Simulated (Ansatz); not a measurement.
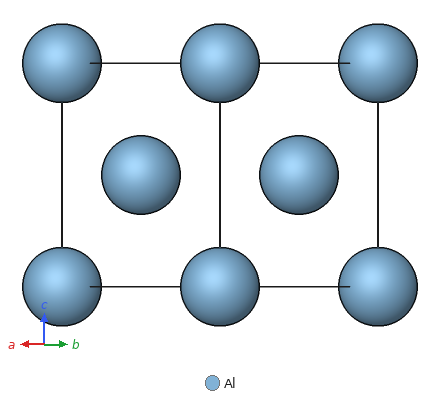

The structure, seen along [110]; the drawing may span several cells.

Given this structure, the input geometry of an electronic-structure calculation (not necessarily at equilibrium), written in its standard cell:

```
CELL_PARAMETERS angstrom
3.98465 0.00000 0.00000
0.00000 3.98465 0.00000
0.00000 0.00000 3.98465
ATOMIC_POSITIONS crystal
Al 0.00000 0.00000 0.00000
Al 0.00000 0.50000 0.50000
Al 0.50000 0.00000 0.50000
Al 0.50000 0.50000 0.00000
```

What does the kinematic electron diffraction pattern along [110] look like at 300 kV (B = 0.3 Å²)?

Answer. The spots form a centred rectangular net with both shortest vectors at d = 2.30 Å, 70.5° apart. They are -1 1 -1 and -1 1 1. The pattern has symmetry 2mm. The lattice centring (F) removes all reflections that break h + k = 2n, h + l = 2n.

Strongest reflections with d > 0.80 Å, one of each family (|F|² from tabulated Gaussian fits of the electron scattering factors, times a small damping for the curvature of the Ewald sphere):

| hkl | d (Å) | I (strongest = 100) |
| --- | --- | --- |
| 1 -1 1 | 2.301 | 100 |
| 0 0 2 | 1.992 | 68 |
| 2 -2 0 | 1.409 | 26 |
| 1 -1 3 | 1.201 | 17 |
| 2 -2 2 | 1.150 | 15 |
| 0 0 4 | 0.996 | 10 |

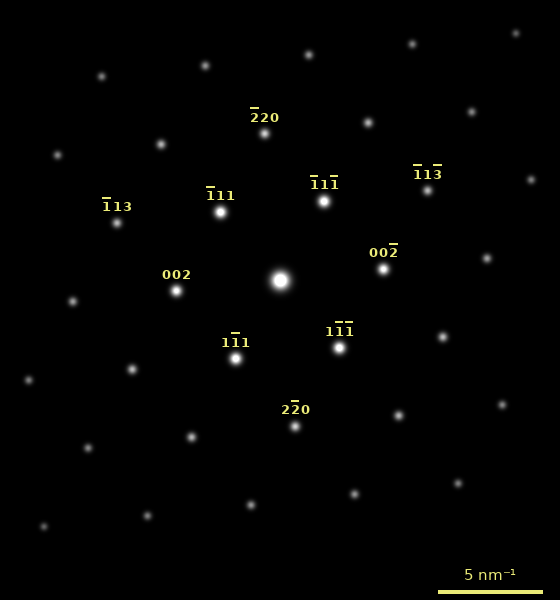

Calculated pattern, seen from the source side with [110] pointing towards the source.
